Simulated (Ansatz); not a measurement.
Ti$_{9}$S (slab)

The calculation's input:

```
crystal:
  lattice:
    - [2.8319727881, 0.0, 0.0]
    - [0.0, 7.9316622551, 0.0]
    - [0.0, 0.0, 19.9268841162]
  atoms:
    - { symbol: Ti, position: [0.0, 0.5, 0.2007338416] }
    - { symbol: Ti, position: [0.5, 0.1666666667, 0.2007338416] }
    - { symbol: Ti, position: [0.5, 0.8333333333, 0.2007338416] }
    - { symbol: Ti, position: [0.0, 0.0, 0.3122110455] }
    - { symbol: Ti, position: [0.5, 0.6684928875, 0.3108725352] }
    - { symbol: Ti, position: [0.5, 0.3315071125, 0.3108725352] }
    - { symbol: Ti, position: [0.0, 0.5, 0.417758934] }
    - { symbol: Ti, position: [0.5, 0.1666364294, 0.4228902054] }
    - { symbol: Ti, position: [0.5, 0.8333635706, 0.4228902054] }
    - { symbol: S, position: [0.6666666667, 0.333303096, 0.5112130957] }
basis:
  ecutwfc: 420
kpoints:
  mp_grid: { grid: [9, 4, 1] }
hamiltonian:
  xc: pbe
  pseudopotentials: { kind: paw, azcp: { folder: soft_1 } }
scf:
  occupations: { method: gaussian, width: 0.1 }
output:
  forces: true
  eigenvalues: true
  write_density: true
  write_potential: true
  elf: true
  volumetric_format: npy
relax:
  adjacent_minimum: "off"
  f_tol: 0.025
  max_steps: 16
  constraints: [{ sites: [0, 1, 2, 3, 4, 5, 6, 7, 8] }, { sites: [9], fix: xy }]
efield:
  axis: 3
  dipole_correction: true
  ramp_width: 0.04
```

Command:

```sh
ansatz run input.yaml --threads 4 --pin off --max-ram 12288MiB --backend cpu --events-out ev --progress --plain --runs-dir out
```

A point of a scan over the structure, not its minimum; not relaxed (largest force 1.2 eV/Å); computed without spin polarisation; PAW files of the earlier set (soft_1).

All numbers below come from DFT PBE, scalar-relativistic, plane waves, PAW in Ansatz 0.2.0.

What can the converged valence pseudo-density and electron localisation function tell about the bonding?

Ti–S (2.24 Å): the density is about 0.66 e/Å³ at the midpoint; the ELF peaks at about 0.85 in the valence shell of S, 0.8 Å from its nucleus, and is about 0.45 at the midpoint.

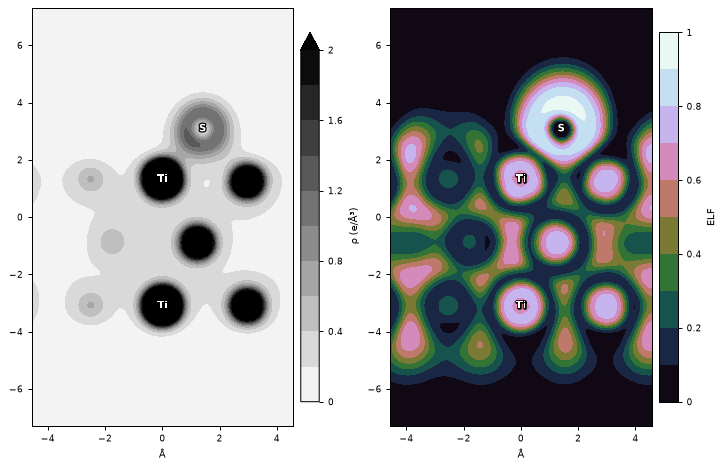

Computed valence pseudo-density and electron localisation function on the (11̄0) plane of the calculation cell, a cut from vacuum to vacuum, in this order. Atoms just off the plane (Ti, 0.4 Å away) can leave unmarked features too.

Core electrons are frozen (PAW), and the valence fields are smoothed inside the atomic spheres.
